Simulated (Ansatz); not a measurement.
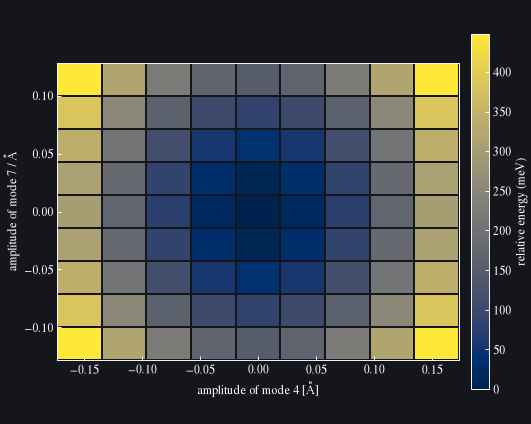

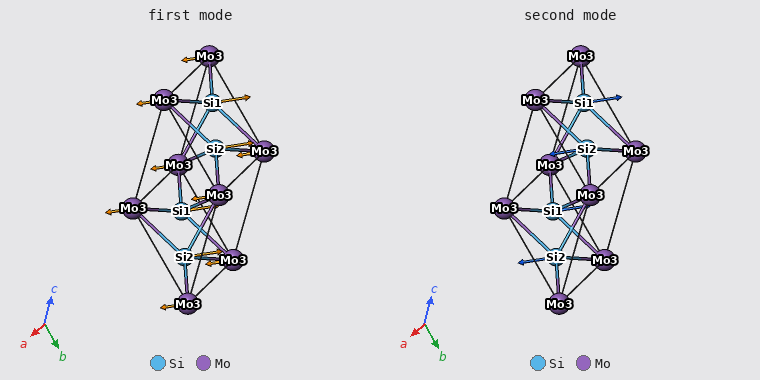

Energy landscape of Si₂Mo (I4/mmm, No. 139; 3 atoms in the cell). The energy is mapped over two normal modes frozen in (zone-centre modes of the 3-atom cell of this scan). The first coordinate is: amplitude of mode 4 (278 cm⁻¹), largest displacement; the second: amplitude of mode 7 (333 cm⁻¹), largest displacement. Nothing is relaxed (the cell and all other modes fixed). The grid has 9 × 9 points; 25 points were computed and 56 follow by symmetry. Points are written as (first, second). Energies are in meV per cell, from the lowest grid point. Method: DFT PBEsol, scalar-relativistic, plane waves, PAW in Ansatz 0.2.0. Settings: cutoff 420 eV, k-mesh 18×18×18, gaussian smearing 0.15 eV, no spin polarisation.

The picture shows one coloured cell a grid point. The second picture is the structure at the lowest point

Summarise what can be read from the map.

Answer. The lowest grid point is at (0.000 Å, 0.000 Å). It is the only kind of minimum in the scanned range. The highest grid point, (−0.154 Å, −0.114 Å), lies 448 meV above the lowest.

The values on the grid:

```tsv
second ↓, first →	−0.154	−0.116	−0.077	−0.038	0.000	0.038	0.077	0.116	0.154
0.114	448	317	224	168	149	168	224	317	448
0.086	384	252	159	103	84	103	159	252	384
0.057	338	206	112	56	37	56	112	206	338
0.029	310	178	84	28	9	28	84	178	310
0.000	301	169	75	19	0	19	75	169	301
−0.029	310	178	84	28	9	28	84	178	310
−0.057	338	206	112	56	37	56	112	206	338
−0.086	384	252	159	103	84	103	159	252	384
−0.114	448	317	224	168	149	168	224	317	448
```

The input of one point:

```yaml
crystal:
  lattice:
    - [-1.5951226549, 1.5951226549, 3.9109090651]
    - [1.5951226549, -1.5951226549, 3.9109090651]
    - [1.5951226549, 1.5951226549, -3.9109090651]
  atoms:
    - { symbol: Si, position: [0.3350567058, 0.3350567058, 0.0] }
    - { symbol: Si, position: [0.6649432942, 0.6649432942, 0.0] }
    - { symbol: Mo, position: [0.0, 0.0, 0.0] }
basis:
  ecutwfc: 420
kpoints:
  mp_grid: { grid: [18, 18, 18] }
hamiltonian:
  xc: pbesol
  pseudopotentials: { kind: paw, azcp: { folder: soft_1 } }
scf:
  occupations: { method: gaussian, width: 0.15 }
output:
  forces: true
  stress: true
  eigenvalues: true
```

The whole map (25 points run) took 17 min on 2 threads of Arm Neoverse V1, on a shared host.
